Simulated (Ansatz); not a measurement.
## Al24N25 (charge −1): geometry relaxation (part 4 of 4)

The same run, continued: Al24N25 (defect cell, 49 atoms in the cell, total charge −1); DFT PBE, scalar-relativistic, plane waves, PAW, no spin polarisation (Ansatz 0.2.0); cutoff 420 eV, 2×2×2 k-mesh, Gaussian smearing of 0.01 eV. The structure derives from a Materials Project entry. It belongs to a series of runs on one base structure; here: N interstitial, charge -1, atoms relaxed at the host's cell.

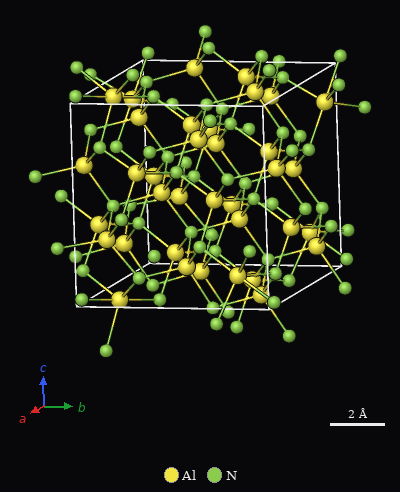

The geometry at step 5 of the log (ball-and-stick view of the cell of the calculation, seen slightly off an axis; bonded neighbours outside the cell are drawn too).

Trajectory as extended XYZ, continued
```
49
Lattice="3.1302 -5.4217 5.0180 3.1302 5.4217 5.0180 -6.2604 0.0000 5.0180" Properties=species:S:1:pos:R:3:forces:R:3 step=3 energy=-22549.41009
Al    0.0384   -1.8122    7.5043   -0.0082   0.0120   0.0013
Al   -0.0309   -1.8274   12.4994    0.0101   0.0081   0.0184
Al   -1.5886    0.8728    7.5043    0.0145   0.0011   0.0013
Al    3.1501   -1.6918    7.5895    0.0053   0.0339   0.0249
Al   -4.7231    0.8802    7.5165    0.1755   0.0938   0.0862
Al    1.5502    0.9394    7.5043   -0.0063  -0.0131   0.0013
Al    1.5980    0.8869   12.4994   -0.0121   0.0047   0.0184
Al   -0.1099    3.5739    7.5895   -0.0320  -0.0124   0.0249
Al   -3.0402   -1.8821    7.5895    0.0267  -0.0215   0.0249
Al   -1.5671    0.9405   12.4994    0.0020  -0.0128   0.0184
Al    1.5993   -4.5304    7.5165   -0.1690   0.1051   0.0862
Al    3.1238    3.6502    7.5165   -0.0065  -0.1989   0.0862
Al   -1.5522   -0.9253   10.0322   -0.0044   0.0074  -0.0234
Al    4.7576   -0.8547   10.1037    0.0022  -0.0002   0.2121
Al   -3.1425    1.7826   10.0019    0.0075  -0.0299   0.0091
Al    1.5774   -0.8816   10.0322   -0.0042  -0.0075  -0.0234
Al    0.0121    1.8334    4.9972   -0.0039  -0.0122  -0.0193
Al   -0.0252    1.8069   10.0322    0.0086   0.0001  -0.0234
Al   -3.1189   -3.6929   10.1037   -0.0013  -0.0018   0.2121
Al   -1.6386    4.5475   10.1037   -0.0009   0.0020   0.2121
Al    1.5818   -0.9272    4.9972   -0.0087   0.0095  -0.0193
Al    3.1151    1.8302   10.0019   -0.0296   0.0085   0.0091
Al    0.0275   -3.6128   10.0019    0.0221   0.0214   0.0091
Al   -1.5938   -0.9062    4.9972    0.0125   0.0028  -0.0193
N     0.0288   -1.7990    9.4218    0.0080  -0.0085   0.0052
N    -3.1435    3.5178    9.3408   -0.0092  -0.0261  -0.0899
N    -1.5724    0.8745    9.4218   -0.0114  -0.0027   0.0052
N     3.1627   -1.7480    9.4926   -0.0372  -0.0104  -0.0148
N     1.5585    0.8823    4.4246    0.0023   0.0010   0.0465
N     1.5435    0.9245    9.4218    0.0034   0.0112   0.0052
N    -1.4747   -4.4813    9.3408    0.0272   0.0051  -0.0899
N    -0.0675    3.6130    9.4926    0.0276  -0.0270  -0.0148
N    -3.0952   -1.8650    9.4926    0.0096   0.0374  -0.0148
N     4.6183    0.9635    9.3408   -0.0180   0.0210  -0.0899
N    -1.5433    0.9086    4.4246   -0.0020   0.0015   0.0465
N    -0.0152   -1.7908    4.4246   -0.0003  -0.0025   0.0465
N    -1.5381   -0.9326    6.9251   -0.0187   0.0057   0.0287
N    -1.5557   -0.8643   11.9261   -0.0144  -0.0201  -0.0051
N    -3.1491    1.7785    6.8910   -0.0337  -0.0236  -0.0162
N     1.5767   -0.8657    6.9251    0.0044  -0.0190   0.0287
N     3.1383   -3.4608    7.0951   -0.0056  -0.2602   0.0136
N    -0.0386    1.7983    6.9251    0.0142   0.0133   0.0287
N     0.0293    1.7794   11.9261   -0.0102   0.0225  -0.0051
N     1.5264   -0.9151   11.9261    0.0246  -0.0024  -0.0051
N    -4.5663   -0.9874    7.0951   -0.2225   0.1350   0.0136
N     3.1148    1.8380    6.8910   -0.0036   0.0410  -0.0162
N     0.0344   -3.6165    6.8910    0.0373  -0.0174  -0.0162
N     1.4280    4.4483    7.0951    0.2282   0.1252   0.0136
N     0.0000    0.0000    0.8238    0.0000   0.0000  -0.8321
49
Lattice="3.1302 -5.4217 5.0180 3.1302 5.4217 5.0180 -6.2604 0.0000 5.0180" Properties=species:S:1:pos:R:3:forces:R:3 step=4 energy=-22549.50233
Al    0.0246   -1.8101    7.5100   -0.0291  -0.0322   0.0253
Al   -0.0161   -1.8254   12.4835    0.0257  -0.0071   0.0354
Al   -1.5798    0.8838    7.5100   -0.0133   0.0413   0.0253
Al    3.1564   -1.7411    7.5831    0.0268   0.1881   0.0454
Al   -4.7034    0.8896    7.5547    0.1818   0.1114   0.1918
Al    1.5553    0.9263    7.5100    0.0424  -0.0091   0.0253
Al    1.5889    0.8988   12.4835   -0.0067   0.0258   0.0354
Al   -0.0704    3.6040    7.5831   -0.1763  -0.0708   0.0454
Al   -3.0860   -1.8630    7.5831    0.1495  -0.1173   0.0454
Al   -1.5728    0.9266   12.4835   -0.0190  -0.0187   0.0354
Al    1.5813   -4.5180    7.5547   -0.1873   0.1017   0.1918
Al    3.1221    3.6285    7.5547    0.0055  -0.2131   0.1918
Al   -1.5574   -0.9298   10.0225    0.0761   0.0155  -0.0298
Al    4.7588   -0.8582   10.1143   -0.4445  -0.2403  -0.3717
Al   -3.1366    1.7718   10.0112    0.0280   0.1291  -0.0079
Al    1.5839   -0.8838   10.0225   -0.0514   0.0582  -0.0298
Al    0.0181    1.8330    5.0149    0.0176  -0.0048   0.0679
Al   -0.0265    1.8136   10.0225   -0.0247  -0.0736  -0.0298
Al   -3.1226   -3.6922   10.1143    0.0142   0.5051  -0.3717
Al   -1.6362    4.5504   10.1143    0.4303  -0.2648  -0.3717
Al    1.5784   -0.9321    5.0149   -0.0130  -0.0128   0.0679
Al    3.1028    1.8305   10.0112    0.0978  -0.0888  -0.0079
Al    0.0338   -3.6023   10.0112   -0.1258  -0.0403  -0.0079
Al   -1.5965   -0.9009    5.0149   -0.0046   0.0177   0.0679
N     0.0313   -1.7959    9.4243    0.0012   0.0188   0.0058
N    -3.1391    3.4811    9.3057    0.0003   0.0851   0.0935
N    -1.5710    0.8708    9.4243    0.0157  -0.0105   0.0058
N     3.1655   -1.7583    9.4934    0.0453  -0.0590  -0.0366
N     1.5636    0.8771    4.4595   -0.0623  -0.0479  -0.1361
N     1.5397    0.9251    9.4243   -0.0169  -0.0083   0.0058
N    -1.4452   -4.4591    9.3057   -0.0739  -0.0423   0.0935
N    -0.0601    3.6206    9.4934    0.0285   0.0687  -0.0366
N    -3.1055   -1.8623    9.4934   -0.0737  -0.0097  -0.0366
N     4.5843    0.9780    9.3057    0.0735  -0.0428   0.0935
N    -1.5414    0.9156    4.4595    0.0726  -0.0300  -0.1361
N    -0.0222   -1.7926    4.4595   -0.0103   0.0779  -0.1361
N    -1.5562   -0.9247    6.9412   -0.0388  -0.0255   0.0099
N    -1.5594   -0.8849   11.9117   -0.0308  -0.0169   0.0857
N    -3.1434    1.7778    6.8954   -0.0836  -0.0790  -0.0776
N     1.5789   -0.8854    6.9412    0.0415  -0.0208   0.0099
N     3.1390   -3.5326    7.1032    0.0111   0.0660  -0.1376
N    -0.0227    1.8101    6.9412   -0.0027   0.0463   0.0099
N     0.0134    1.7929   11.9117    0.0008   0.0351   0.0857
N     1.5460   -0.9081   11.9117    0.0300  -0.0182   0.0857
N    -4.6288   -0.9522    7.1032    0.0516  -0.0426  -0.1376
N     3.1113    1.8333    6.8954   -0.0266   0.1119  -0.0776
N     0.0321   -3.6112    6.8954    0.1102  -0.0329  -0.0776
N     1.4898    4.4848    7.1032   -0.0627  -0.0233  -0.1376
N     0.0000    0.0000    0.6238    0.0000   0.0000   0.7105
49
Lattice="3.1302 -5.4217 5.0180 3.1302 5.4217 5.0180 -6.2604 0.0000 5.0180" Properties=species:S:1:pos:R:3:forces:R:3 step=5 energy=-22549.53753
Al    0.0297   -1.8147    7.5139   -0.0035   0.0167  -0.0265
Al   -0.0219   -1.8306   12.4878   -0.0014   0.0305  -0.0010
Al   -1.5864    0.8816    7.5139    0.0162  -0.0053  -0.0265
Al    3.1538   -1.7187    7.5864   -0.0013  -0.1146  -0.0033
Al   -4.7030    0.8893    7.5513   -0.0549  -0.0271  -0.0911
Al    1.5567    0.9331    7.5139   -0.0127  -0.0114  -0.0265
Al    1.5963    0.8963   12.4878   -0.0257  -0.0165  -0.0010
Al   -0.0885    3.5907    7.5864    0.0999   0.0562  -0.0033
Al   -3.0653   -1.8720    7.5864   -0.0986   0.0584  -0.0033
Al   -1.5744    0.9343   12.4878    0.0271  -0.0140  -0.0010
Al    1.5813   -4.5176    7.5513    0.0509  -0.0340  -0.0911
Al    3.1217    3.6283    7.5513    0.0040   0.0611  -0.0911
Al   -1.5536   -0.9237   10.0285   -0.0643  -0.0334  -0.0001
Al    4.7481   -0.8618   10.0961    0.0503   0.0320   0.1497
Al   -3.1413    1.7882   10.0062   -0.0088  -0.0338  -0.0046
Al    1.5767   -0.8836   10.0285    0.0611  -0.0390  -0.0001
Al    0.0138    1.8290    5.0178   -0.0019   0.0186  -0.0569
Al   -0.0231    1.8073   10.0285    0.0032   0.0724  -0.0001
Al   -3.1204   -3.6811   10.0961    0.0025  -0.0596   0.1497
Al   -1.6278    4.5429   10.0961   -0.0528   0.0276   0.1497
Al    1.5770   -0.9264    5.0178    0.0170  -0.0077  -0.0569
Al    3.1193    1.8264   10.0062   -0.0249   0.0245  -0.0046
Al    0.0220   -3.6146   10.0062    0.0337   0.0093  -0.0046
Al   -1.5908   -0.9025    5.0178   -0.0152  -0.0109  -0.0569
N     0.0272   -1.8009    9.4279   -0.0035   0.0198   0.0019
N    -3.1413    3.5016    9.3145    0.0095  -0.0526  -0.0601
N    -1.5732    0.8769    9.4279    0.0189  -0.0069   0.0019
N     3.1577   -1.7648    9.4895   -0.0069   0.0737   0.0391
N     1.5588    0.8794    4.4445    0.0303   0.0205   0.0977
N     1.5460    0.9240    9.4279   -0.0154  -0.0129   0.0019
N    -1.4618   -4.4713    9.3145    0.0408   0.0346  -0.0601
N    -0.0505    3.6170    9.4895   -0.0604  -0.0428   0.0391
N    -3.1072   -1.8522    9.4895    0.0673  -0.0309   0.0391
N     4.6031    0.9696    9.3145   -0.0503   0.0180  -0.0601
N    -1.5410    0.9103    4.4445   -0.0329   0.0160   0.0977
N    -0.0178   -1.7897    4.4445    0.0026  -0.0364   0.0977
N    -1.5485   -0.9276    6.9423    0.0284  -0.0030  -0.0118
N    -1.5592   -0.8769   11.9232    0.0031   0.0231  -0.0675
N    -3.1504    1.7714    6.8868    0.0688   0.0390   0.0622
N     1.5776   -0.8773    6.9423   -0.0116   0.0261  -0.0118
N     3.1405   -3.5055    7.0894   -0.0056  -0.0522   0.0668
N    -0.0291    1.8049    6.9423   -0.0168  -0.0231  -0.0118
N     0.0202    1.7887   11.9232    0.0184  -0.0143  -0.0675
N     1.5390   -0.9118   11.9232   -0.0216  -0.0088  -0.0675
N    -4.6061   -0.9670    7.0894   -0.0424   0.0310   0.0668
N     3.1092    1.8426    6.8868   -0.0007  -0.0791   0.0622
N     0.0412   -3.6140    6.8868   -0.0681   0.0401   0.0622
N     1.4656    4.4725    7.0894    0.0480   0.0213   0.0668
N     0.0000    0.0000    0.6908    0.0000   0.0000  -0.2838
49
Lattice="3.1302 -5.4217 5.0180 3.1302 5.4217 5.0180 -6.2604 0.0000 5.0180" Properties=species:S:1:pos:R:3:forces:R:3 step=6 energy=-22549.54903
Al    0.0266   -1.8126    7.5102   -0.0012   0.0058   0.0040
Al   -0.0188   -1.8270   12.4862    0.0029   0.0051  -0.0023
Al   -1.5830    0.8833    7.5102    0.0056  -0.0018   0.0040
Al    3.1559   -1.7281    7.5855    0.0003   0.0055  -0.0059
Al   -4.7001    0.8914    7.5559   -0.0034  -0.0029   0.0020
Al    1.5564    0.9293    7.5102   -0.0044  -0.0039   0.0040
Al    1.5916    0.8972   12.4862   -0.0059   0.0000  -0.0023
Al   -0.0814    3.5972    7.5855   -0.0049  -0.0025  -0.0059
Al   -3.0746   -1.8690    7.5855    0.0046  -0.0030  -0.0059
Al   -1.5728    0.9298   12.4862    0.0029  -0.0051  -0.0023
Al    1.5781   -4.5161    7.5559    0.0042  -0.0015   0.0020
Al    3.1220    3.6247    7.5559   -0.0008   0.0044   0.0020
Al   -1.5554   -0.9261   10.0242    0.0133   0.0045  -0.0024
Al    4.7486   -0.8625   10.1039   -0.0111  -0.0017  -0.0208
Al   -3.1375    1.7838   10.0084    0.0012   0.0019  -0.0049
Al    1.5797   -0.8839   10.0242   -0.0105   0.0093  -0.0024
Al    0.0158    1.8315    5.0154   -0.0005  -0.0026   0.0140
Al   -0.0244    1.8100   10.0242   -0.0028  -0.0138  -0.0024
Al   -3.1212   -3.6812   10.1039    0.0041   0.0104  -0.0208
Al   -1.6274    4.5436   10.1039    0.0070  -0.0087  -0.0208
Al    1.5782   -0.9295    5.0154   -0.0020   0.0018   0.0140
Al    3.1136    1.8252   10.0084    0.0011  -0.0020  -0.0049
Al    0.0239   -3.6090   10.0084   -0.0022   0.0001  -0.0049
Al   -1.5941   -0.9020    5.0154    0.0025   0.0008   0.0140
N     0.0285   -1.7978    9.4249   -0.0004  -0.0049   0.0044
N    -3.1396    3.4945    9.3104   -0.0025   0.0018   0.0125
N    -1.5712    0.8743    9.4249   -0.0041   0.0028   0.0044
N     3.1610   -1.7609    9.4912    0.0044  -0.0065  -0.0018
N     1.5619    0.8788    4.4534   -0.0018   0.0001  -0.0166
N     1.5427    0.9236    9.4249    0.0045   0.0021   0.0044
N    -1.4565   -4.4662    9.3104   -0.0003  -0.0031   0.0125
N    -0.0556    3.6179    9.4912    0.0035   0.0071  -0.0018
N    -3.1055   -1.8571    9.4912   -0.0079  -0.0006  -0.0018
N     4.5961    0.9717    9.3104    0.0028   0.0013   0.0125
N    -1.5420    0.9132    4.4534    0.0008  -0.0016  -0.0166
N    -0.0199   -1.7921    4.4534    0.0010   0.0015  -0.0166
N    -1.5527   -0.9270    6.9410   -0.0041   0.0027  -0.0016
N    -1.5594   -0.8801   11.9164   -0.0040  -0.0053   0.0142
N    -3.1464    1.7749    6.8907   -0.0120  -0.0007  -0.0023
N     1.5792   -0.8812    6.9410   -0.0003  -0.0049  -0.0016
N     3.1401   -3.5178    7.0974   -0.0018   0.0120  -0.0094
N    -0.0265    1.8082    6.9410    0.0044   0.0022  -0.0016
N     0.0175    1.7905   11.9164   -0.0026   0.0061   0.0142
N     1.5419   -0.9104   11.9164    0.0066  -0.0008   0.0142
N    -4.6165   -0.9605    7.0974    0.0113  -0.0044  -0.0094
N     3.1103    1.8374    6.8907    0.0054   0.0107  -0.0023
N     0.0361   -3.6123    6.8907    0.0066  -0.0101  -0.0023
N     1.4764    4.4783    7.0974   -0.0095  -0.0076  -0.0094
N     0.0000    0.0000    0.6642    0.0000   0.0000   0.0512
49
Lattice="3.1302 -5.4217 5.0180 3.1302 5.4217 5.0180 -6.2604 0.0000 5.0180" Properties=species:S:1:pos:R:3:forces:R:3 step=7 energy=-22549.54935
Al    0.0267   -1.8126    7.5108    0.0000  -0.0003  -0.0004
Al   -0.0190   -1.8271   12.4869    0.0000  -0.0003  -0.0001
Al   -1.5831    0.8831    7.5108   -0.0003   0.0002  -0.0004
Al    3.1554   -1.7272    7.5854   -0.0003  -0.0025   0.0008
Al   -4.7010    0.8909    7.5540    0.0000   0.0003   0.0000
Al    1.5564    0.9294    7.5108    0.0003   0.0001  -0.0004
Al    1.5918    0.8970   12.4869    0.0002   0.0001  -0.0001
Al   -0.0819    3.5962    7.5854    0.0023   0.0010   0.0008
Al   -3.0735   -1.8690    7.5854   -0.0020   0.0015   0.0008
Al   -1.5728    0.9300   12.4869   -0.0002   0.0002  -0.0001
Al    1.5789   -4.5167    7.5540   -0.0002  -0.0002   0.0000
Al    3.1221    3.6257    7.5540    0.0003  -0.0001   0.0000
Al   -1.5549   -0.9259   10.0251   -0.0009  -0.0009  -0.0002
Al    4.7483   -0.8621   10.1028   -0.0004   0.0008   0.0021
Al   -3.1381    1.7840   10.0080   -0.0010  -0.0022  -0.0003
Al    1.5793   -0.8837   10.0251    0.0013  -0.0004  -0.0002
Al    0.0155    1.8311    5.0156    0.0001  -0.0004  -0.0011
Al   -0.0244    1.8095   10.0251   -0.0003   0.0013  -0.0002
Al   -3.1208   -3.6811   10.1028    0.0009  -0.0001   0.0021
Al   -1.6275    4.5432   10.1028   -0.0005  -0.0007   0.0021
Al    1.5780   -0.9290    5.0156   -0.0004   0.0002  -0.0011
Al    3.1140    1.8257   10.0080   -0.0014   0.0020  -0.0003
Al    0.0241   -3.6097   10.0080    0.0024   0.0002  -0.0003
Al   -1.5936   -0.9021    5.0156    0.0003   0.0003  -0.0011
N     0.0284   -1.7981    9.4256   -0.0001   0.0001  -0.0002
N    -3.1400    3.4953    9.3117    0.0002  -0.0004  -0.0030
N    -1.5714    0.8745    9.4256    0.0001   0.0000  -0.0002
N     3.1605   -1.7612    9.4911   -0.0005   0.0013   0.0002
N     1.5615    0.8789    4.4514    0.0004   0.0003   0.0012
N     1.5430    0.9236    9.4256   -0.0001  -0.0001  -0.0002
N    -1.4570   -4.4670    9.3117    0.0003   0.0004  -0.0030
N    -0.0551    3.6177    9.4911   -0.0009  -0.0011   0.0002
N    -3.1055   -1.8565    9.4911    0.0014  -0.0002   0.0002
N     4.5970    0.9717    9.3117   -0.0005   0.0000  -0.0030
N    -1.5419    0.9128    4.4514   -0.0005   0.0002   0.0012
N    -0.0195   -1.7917    4.4514    0.0001  -0.0005   0.0012
N    -1.5521   -0.9268    6.9409   -0.0002  -0.0004   0.0008
N    -1.5595   -0.8799   11.9179    0.0002   0.0005  -0.0008
N    -3.1468    1.7749    6.8905    0.0009   0.0009   0.0012
N     1.5787   -0.8808    6.9409    0.0004   0.0000   0.0008
N     3.1399   -3.5157    7.0958   -0.0001  -0.0012   0.0010
N    -0.0266    1.8076    6.9409   -0.0002   0.0003   0.0008
N     0.0177    1.7905   11.9179    0.0004  -0.0004  -0.0008
N     1.5417   -0.9106   11.9179   -0.0006  -0.0001  -0.0008
N    -4.6147   -0.9613    7.0958   -0.0010   0.0007   0.0010
N     3.1105    1.8378    6.8905    0.0003  -0.0012   0.0012
N     0.0363   -3.6127    6.8905   -0.0012   0.0003   0.0012
N     1.4748    4.4771    7.0958    0.0011   0.0005   0.0010
N     0.0000    0.0000    0.6686    0.0000   0.0000  -0.0031
```

Summary

```tsv
quantity	value
outcome	converged
electrons treated	198
free energy	−22549.5494 eV
Fermi energy	8.546 eV
gap on the k-point mesh	0.22 eV
final volume	510.97 Å³
largest force (length of the vector) at the end	0.003 eV/Å
hardware	4 threads of Arm Neoverse V1, 24 GiB of memory available, shared host
wall time	57 s (CPU time 3.7 min)
peak memory	1.7 GiB
```
